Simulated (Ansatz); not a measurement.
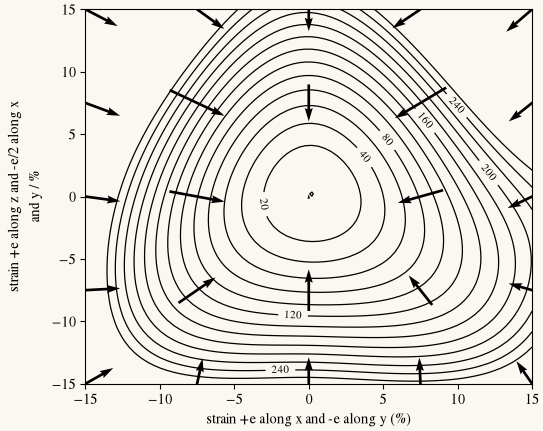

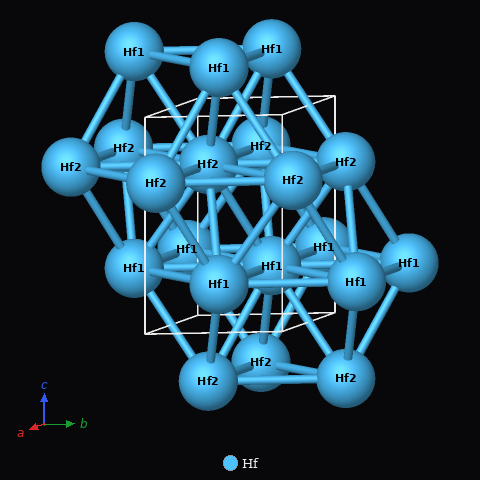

Energy landscape of Hf (P6_3/mmc, No. 194; 2 atoms in the cell). The energy is mapped over two homogeneous strains (x along [1 0 0], y along [1 2 0], z along [0 0 1] of the conventional cell). First axis: strain +e along x and -e along y. Second axis: strain +e along z and -e/2 along x and y. Nothing is relaxed (fractional coordinates fixed). The grid has 5 × 5 points. Points are written as (first, second). Energies are in meV/atom, from the lowest grid point. Level of theory: Ansatz 0.2.0, DFT PBEsol, scalar-relativistic, plane waves, PAW. Settings: cutoff 420 eV, k-mesh 18×18×10 in the order of the run's cell vectors, gaussian smearing 0.15 eV, no spin polarisation.

Drawn: contour lines labelled in meV/atom (none above 260), arrows along the force (downhill), their lengths compressed. Between grid points the surface is interpolated. The second picture is the structure at the lowest point

### Summarise what can be read from the map.

The lowest grid point is at (0.0 %, 0.0 %). No other kind of well shows on this grid. The highest grid point, (−15.0 %, 15.0 %), lies 717 meV/atom above the lowest. Round the minimum the two coordinates are nearly uncoupled.

The whole map (25 points run) took 24 min on 1 thread of Arm Neoverse N1, on a shared host.
